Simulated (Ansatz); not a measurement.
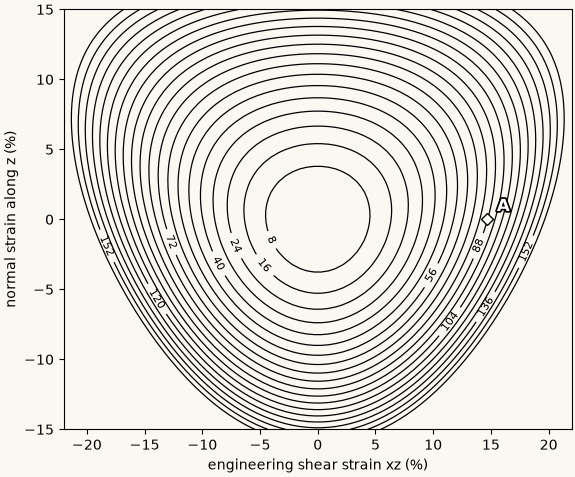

CdSe (F-43m, No. 216; 2 atoms in the cell). 
- The energy is mapped over two homogeneous strains.
- Coordinates scanned: (1) engineering shear strain xz; (2) normal strain along z.
- Nothing is relaxed (fractional coordinates fixed).
- The scan uses a 7 × 7 grid; 28 points were computed and 21 follow by symmetry.
- Points are written as (first, second).
- All energies are given in meV/atom relative to the lowest grid point.
- The band gap closes in part of the range.
- Method: DFT PBEsol, scalar-relativistic, plane waves, PAW in Ansatz. Settings: cutoff 420 eV, k-mesh 10×10×10, gaussian smearing 0.05 eV, no spin polarisation.

In the figure: contour lines labelled in meV/atom (none above 160), the point A. Between grid points the surface is interpolated.

Question: Is A at rest? If not, where is it pushed?

Answer: A, at (14.7 %, 0 %), is not a stationary point. The computed force is 12 meV/atom for each 1 % towards smaller values of engineering shear strain xz and 4.1 meV/atom for each 1 % towards larger values of normal strain along z.
